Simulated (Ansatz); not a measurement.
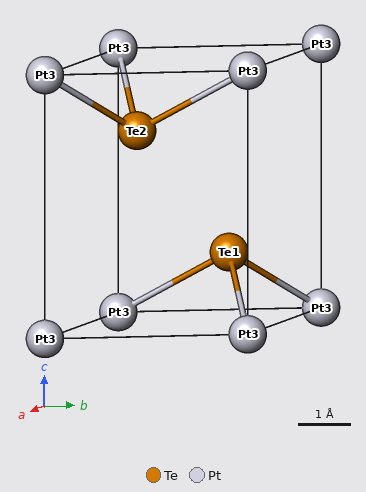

The structure as given in the input (ball-and-stick view of the cell of the calculation, seen slightly off an axis; atoms are numbered from 1 in the order of the input). An atom can appear more than once, as a periodic image. Near neighbours in the periodic cell (some may lie outside the picture): Te has 3 Pt at 2.66 Å; Pt has 6 Te at 2.66 Å.

**From PtTe₂ to PtTe₂**

System: PtTe₂ (3 atoms in the cell).
Method of the first run: DFT PBE+D3(BJ), scalar-relativistic, plane waves, PAW, PAW set soft_1, no spin polarisation (Ansatz 0.2.0).
System of the second run: PtTe₂ (slab, 3 atoms in the cell).

On the first run: The structure derives from an entry of the Crystallography Open Database. On the second run: The structure derives from an entry of the Crystallography Open Database. Text and figures count atoms from 1; the logs count them from 0 in places.

### The input, the first run
```yaml
crystal:
  lattice:
    - [4.0179999686, 0.0, 0.0]
    - [-2.0089999843, 3.4796900453, 0.0]
    - [0.0, 0.0, 5.212]
  atoms:
    - { symbol: Te, position: [0.3333333333, 0.6666666667, 0.25] }
    - { symbol: Te, position: [0.6666666667, 0.3333333333, 0.75] }
    - { symbol: Pt, position: [0.0, 0.0, 0.0] }
basis:
  ecutwfc: 420
kpoints:
  mp_grid: { grid: [6, 6, 4] }
hamiltonian:
  xc: pbe
  pseudopotentials: { kind: paw, azcp: { folder: soft_1 } }
  dispersion: d3bj
scf:
  occupations: { method: gaussian, width: 0.1 }
output:
  forces: true
  stress: true
  eigenvalues: true
```

Launched with:
```bash
ansatz run input.yaml --threads 2 --pin off --max-ram 6144MiB --backend cpu --events-out ev --progress --plain --runs-dir out
```

Hardware: 2 threads of Arm Neoverse N1, 98 GiB of memory available, shared host.

### Output, shortened to warnings, some set-up lines, iterations and results (the first run)
```
Basis set: ecut = 420 eV, 1409 PW (Γ), exchange–correlation on 54×54×72 points (8 copies of the dense FFT grid, shifted against one another)
Symmetry: 12 space group operations
k-points: 24 of 144
Initial density: superposition of atomic densities (chi_scale 0.1, normalization cell, long waves kept (reshape's long-wave potential 0.01 eV rms))
[...]
SCF iter   1: F=—  HF=-26488.484682 eV  |F-HF|=—  |Δ(HF+E_count)|=         —  Δρ=7.64e-2  dr2=5.58e0  ethr=3.10e-3  ⟨swp⟩=7.9  Hψ=3391  notcnv=0
SCF iter   2: F=—  HF=-26487.750994 eV  |F-HF|=—  |Δ(HF+E_count)|=   7.34e-1  Δρ=3.73e-2  dr2=1.38e0  ethr=3.10e-3  ⟨swp⟩=2.1  Hψ=1140  notcnv=0  defer=16
SCF iter   3: F=—  HF=-26487.541818 eV  |F-HF|=—  |Δ(HF+E_count)|=   2.09e-1  Δρ=5.10e-3  dr2=1.66e-2  ethr=2.76e-3  ⟨swp⟩=2.0  Hψ=971  notcnv=0  defer=17
SCF iter   4: F=—  HF=-26487.542766 eV  |F-HF|=—  |Δ(HF+E_count)|=   9.49e-4  Δρ=6.10e-4  dr2=1.66e-4  ethr=3.32e-5  ⟨swp⟩=2.6  Hψ=1363  notcnv=0  defer=17
SCF iter   5: F=—  HF=-26487.542854 eV  |F-HF|=—  |Δ(HF+E_count)|=   8.82e-5  Δρ=1.89e-4  dr2=3.29e-5  ethr=3.31e-7  ⟨swp⟩=2.0  Hψ=1272  notcnv=0  defer=17
SCF iter   6: F=—  HF=-26487.542863 eV  |F-HF|=—  |Δ(HF+E_count)|=   8.61e-6  Δρ=5.88e-5  dr2=3.01e-6  ethr=6.58e-8  ⟨swp⟩=2.0  Hψ=1192  notcnv=0  defer=17
SCF iter   7: F=—  HF=-26487.542865 eV  |F-HF|=—  |Δ(HF+E_count)|=   1.89e-6  Δρ=1.93e-5  dr2=2.89e-7  ethr=6.02e-9  ⟨swp⟩=2.0  Hψ=1207  notcnv=0  defer=17
SCF iter   8: F=-26487.542865 eV  HF=-26487.542865 eV  |F-HF|=2.62e-10  |Δ(HF+E_count)|=   1.90e-7  Δρ=3.72e-6  dr2=1.17e-8  ethr=2.00e-10  ⟨swp⟩=10.7  Hψ=3752  notcnv=0
SCF 1 converged in 8 iterations: F = -26487.542865 eV  dr2 = 1.17e-8
SCF converged after 8 iterations
Free energy (F): -26487.542865 eV
Harris-Foulkes:  -26487.542865 eV  (|F-HF|=2.62e-10)
Internal energy: -26487.539222 eV  (E = F + TS)
E sigma→0 (E₀):  -26487.541043 eV
Entropy (-TS):   -0.003643 eV (-1.214 meV/atom)
Fermi energy:    14.030823 eV
--- Per-component energies (eV) ---
  E_band       = -694.674496
  E_kinetic    = 945.437144
  E_local      = -5254.219518  (includes V_loc(G=0)·N_el)
  E_nonlocal   = 334.562380
  E_hartree    = 2433.309901
  E_xc         = -479.613043
  E_vxc        = -478.431670  (∫ρ·V_xc dr)
  E_paw        = -18825.916121  (= ΣΔE_a)
  E_vpaw       = -1108.640663  (= ΣTr[D̂ρ^β])
  E_aug_tail   = 0.001272  (compensation charges beyond the density's cutoff)
  E_ewald      = -5639.417950
  E_disp       = -1.683287  (pairwise vdW)
  E_smearing   = -0.003643  (= −TS)
  E_closure    = 0.000000  (closes the sum)
  Σ components = -26487.542865   (vs F -26487.542865, Δ=0.00e0)
--- Forces (eV/Å), atoms counted from 1 ---
  atom   1  Te     0.00000000    -0.00000000     0.99201758
  atom   2  Te    -0.00000000     0.00000000    -0.99201758
  atom   3  Pt    -0.00000000     0.00000000     0.00000000
  max |Σ_I F_I| component: 9.25e-18 eV/Å
--- Stress (GPa, compression-positive) ---
        4.478216      -0.000000      -0.000000
       -0.000000       4.478216       0.000000
       -0.000000       0.000000       3.260931
  P = ⅓ Tr σ = 4.0725 GPa (40.725 kbar)
```

For the second run the input was changed thus:
```diff
-    - [4.0179999686, 0.0, 0.0]
-    - [-2.0089999843, 3.4796900453, 0.0]
-    - [0.0, 0.0, 5.212]
+    - [4.0531452607, 0.0, 0.0]
+    - [-2.0265726304, 3.510126761, 0.0]
+    - [0.0, 0.0, 31.4387310711]
-    - { symbol: Te, position: [0.3333333333, 0.6666666667, 0.25] }
-    - { symbol: Te, position: [0.6666666667, 0.3333333333, 0.75] }
-    - { symbol: Pt, position: [0.0, 0.0, 0.0] }
+    - { symbol: Te, position: [0.6666666667, 0.3333333333, 0.4567513471] }
+    - { symbol: Pt, position: [0.0, 0.0, 0.5] }
+    - { symbol: Te, position: [0.3333333333, 0.6666666667, 0.5432486529] }
+  periodic: [true, true, false]
-  mp_grid: { grid: [6, 6, 4] }
+  mp_grid: { grid: [6, 6, 1] }
```

What does this change do to the results?

The total energies belong to different systems, so their difference says nothing on which is more stable or more accurate. A gap of 1.05 eV opens on the mesh, where the first run has none. The largest force goes from 0.992 to 0.064 eV/Å. The number of SCF iterations is the same. The irreducible k-points go from 24 to 7. The plane waves at Γ go from 1409 to 8745. On the same kind of shared host the second run took about 2.3 times as long.

### Output, shortened to warnings, some set-up lines, iterations and results (the second run)
```
Basis set: ecut = 420 eV, 8745 PW (Γ), exchange–correlation on 60×60×432 points (8 copies of the dense FFT grid, shifted against one another)
Symmetry: 12 space group operations
k-points: 7 of 36
Initial density: superposition of atomic densities (neutral atoms: chi_scale 0, normalization atom)
[...]
SCF iter   1: F=—  HF=-26487.337973 eV  |F-HF|=—  |Δ(HF+E_count)|=         —  Δρ=2.39e-2  dr2=2.43e0  ethr=3.10e-3  ⟨swp⟩=15.0  Hψ=1446  notcnv=0
SCF iter   2: F=—  HF=-26487.239055 eV  |F-HF|=—  |Δ(HF+E_count)|=   9.89e-2  Δρ=1.38e-2  dr2=1.91e0  ethr=3.10e-3  ⟨swp⟩=4.0  Hψ=570  notcnv=0  defer=7
SCF iter   3: F=—  HF=-26486.906646 eV  |F-HF|=—  |Δ(HF+E_count)|=   3.32e-1  Δρ=6.61e-3  dr2=1.02e-1  ethr=3.10e-3  ⟨swp⟩=2.9  Hψ=365  notcnv=0  defer=4
SCF iter   4: F=—  HF=-26486.891258 eV  |F-HF|=—  |Δ(HF+E_count)|=   1.54e-2  Δρ=9.51e-4  dr2=2.55e-3  ethr=2.04e-4  ⟨swp⟩=3.0  Hψ=393  notcnv=0  defer=6
SCF iter   5: F=—  HF=-26486.891674 eV  |F-HF|=—  |Δ(HF+E_count)|=   4.16e-4  Δρ=2.25e-4  dr2=1.79e-4  ethr=5.09e-6  ⟨swp⟩=4.0  Hψ=493  notcnv=0  defer=6
SCF iter   6: F=—  HF=-26486.891752 eV  |F-HF|=—  |Δ(HF+E_count)|=   7.75e-5  Δρ=4.33e-5  dr2=1.53e-5  ethr=3.59e-7  ⟨swp⟩=3.4  Hψ=403  notcnv=0  defer=6
SCF iter   7: F=—  HF=-26486.891852 eV  |F-HF|=—  |Δ(HF+E_count)|=   1.01e-4  Δρ=1.02e-5  dr2=4.81e-7  ethr=3.05e-8  ⟨swp⟩=3.3  Hψ=388  notcnv=0  defer=6
SCF iter   8: F=-26486.891853 eV  HF=-26486.891853 eV  |F-HF|=2.12e-8  |Δ(HF+E_count)|=   9.96e-7  Δρ=2.20e-6  dr2=2.07e-8  ethr=2.00e-10  ⟨swp⟩=20.0  Hψ=1382  notcnv=0
SCF 1 converged in 8 iterations: F = -26486.891853 eV  dr2 = 2.07e-8
SCF converged after 8 iterations
Free energy (F): -26486.891853 eV
Harris-Foulkes:  -26486.891853 eV  (|F-HF|=2.12e-8)
Internal energy: -26486.891853 eV  (E = F + TS)
E sigma→0 (E₀):  -26486.891853 eV
Fermi energy:    -4.356063 eV
--- Per-component energies (eV) ---
  E_band       = -1595.485071
  E_kinetic    = 940.101911
  E_local      = -108291.927374  (includes V_loc(G=0)·N_el)
  E_nonlocal   = 334.176888
  E_hartree    = 53502.882015
  E_xc         = -476.795830
  E_vxc        = -474.537161  (∫ρ·V_xc dr)
  E_paw        = -18826.015164  (= ΣΔE_a)
  E_vpaw       = -1109.065260  (= ΣTr[D̂ρ^β])
  E_aug_tail   = 0.001255  (compensation charges beyond the density's cutoff)
  E_ewald      = 46331.686792
  E_disp       = -1.002346  (pairwise vdW)
  E_smearing   = -0.000000  (= −TS)
  E_closure    = 0.000000  (closes the sum)
  Σ components = -26486.891853   (vs F -26486.891853, Δ=0.00e0)
--- Forces (eV/Å), atoms counted from 1 ---
  atom   1  Te    -0.00000000     0.00000000    -0.06426023
  atom   2  Pt     0.00000000    -0.00000000     0.00000000
  atom   3  Te     0.00000000     0.00000000     0.06426023
  max |Σ_I F_I| component: 2.21e-28 eV/Å
--- 2D stress c σ (N/m, compression-positive) ---
       -1.376832       0.000000       0.000000
       -0.000000      -1.376832       0.000000
        0.000000       0.000000       0.000000
  P = ½ c Tr σ = -1.3768 N/m
  ° read free of the cell's end (the report's vacuum.weakly_bound_levels)
```

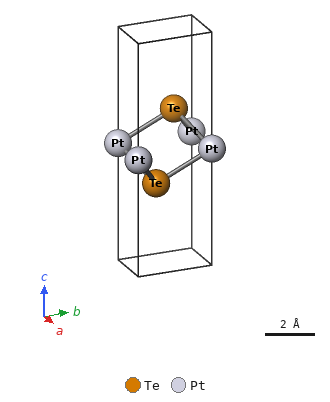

The input structure of the second run (ball-and-stick view of the cell of the calculation, with the vacuum cut short, seen slightly off an axis). An atom can appear more than once, as a periodic image.

### The two runs side by side

| quantity | the first run | the second run |
| --- | --- | --- |
| outcome | converged | converged |
| free energy per atom (eV) | −8829.1810 | −8828.9640 |
| energy per atom, smearing taken to zero (eV) | −8829.1803 | −8828.9640 |
| gap on the mesh (eV) | 0.00 | 1.05 |
| pressure (GPa) | 4.07 | – |
| volume per atom (Å³) | 24.29 | – |
| largest force (eV/Å) | 0.992 | 0.064 |
| SCF iterations | 8 | 8 |
| irreducible k-points | 24 | 7 |
| plane waves at Γ | 1409 | 8745 |
| work function (eV) | – | 4.36 |
| wall time (shared host) | 3 s | 6.9 s |

For both runs: Spin–orbit coupling is left out, which matters for Pt.
